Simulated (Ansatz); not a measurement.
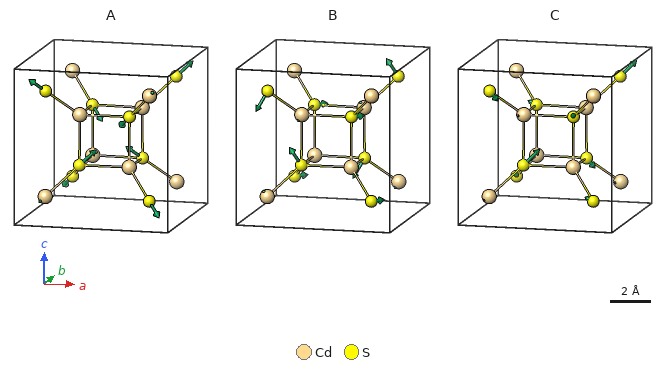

Modes of crystalline CdS (a generated structure), space group I-43m (No. 217), at the zone centre (one member of each degenerate set). The green arrows give the relative displacements of the atoms. The picture is a ball-and-stick view of the conventional cell (2 times the calculation's cell), seen slightly off an axis. Lengths and directions refer to the drawn axes.

Computed with DFT PBE, scalar-relativistic, plane waves, PAW (Ansatz).

Frequencies are those without the non-analytic (LO–TO) term.

Question: Give the symmetry species and the selection rules of each.

Answer: A is A₁, Raman-active by symmetry (364 cm⁻¹). B is T₁, silent by symmetry (neither infrared- nor Raman-active) (198 cm⁻¹). C is T₂, infrared- and Raman-active by symmetry (303 cm⁻¹).
